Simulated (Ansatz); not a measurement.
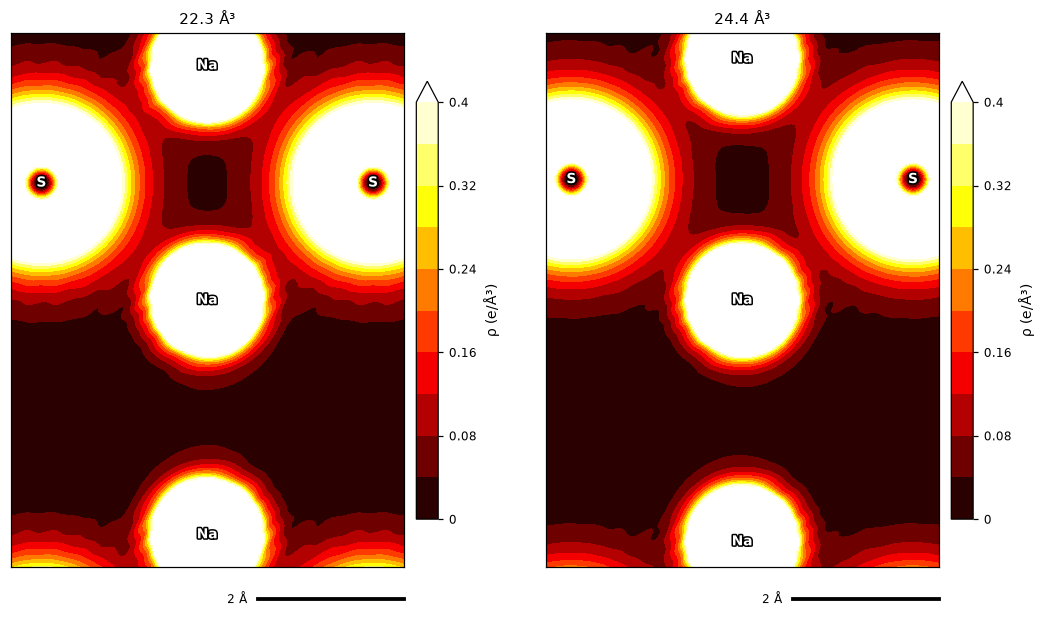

Na₂S. The valence electron density of cells scaled evenly to different volumes (given per atom above each panel), on the (11̄0) plane of each (indices in the axes of the cell below), at one length scale and on one colour scale.

Method: DFT r2SCAN, scalar-relativistic, plane waves, PAW (Ansatz 0.2.0).

Core electrons are frozen (PAW), and the valence fields are smoothed inside the atomic spheres.

The largest cell:

```yaml
crystal:
  lattice:
    - [0.00000, 3.31945, 3.31945]
    - [3.31945, 0.00000, 3.31945]
    - [3.31945, 3.31945, 0.00000]
  atoms:
    - { symbol: Na, position: [0.25000, 0.25000, 0.25000] }
    - { symbol: Na, position: [0.75000, 0.75000, 0.75000] }
    - { symbol: S, position: [0.00000, 0.00000, 0.00000] }
```

| volume (Å³/atom) | Na–S contact in the plane (Å) | ρ at its midpoint (e/Å³) | pressure (GPa) | gap on the mesh (eV) | 
| --- | --- | --- | --- | --- |
| 22.31 | 2.791 | 0.179 | 1.0 | 3.20 | 
| 23.00 | 2.819 | ? | ? | ? | 
| 24.38 | 2.875 | 0.157 | −1.6 | 2.89 | 

Question: What values belong in the row with question marks?

Answer: Over the known rows ln ρ falls by 1.56 per Å of Na–S distance (the line through the two), which gives 0.171 e/Å³ at 2.819 Å; the calculation gives 0.171 e/Å³. For the pressure, a straight line in volume between the neighbouring rows gives 0.1 GPa; the calculation gives 0.0. For the gap on the mesh, a straight line in volume between the neighbouring rows gives 3.10 eV; the calculation gives 3.09.
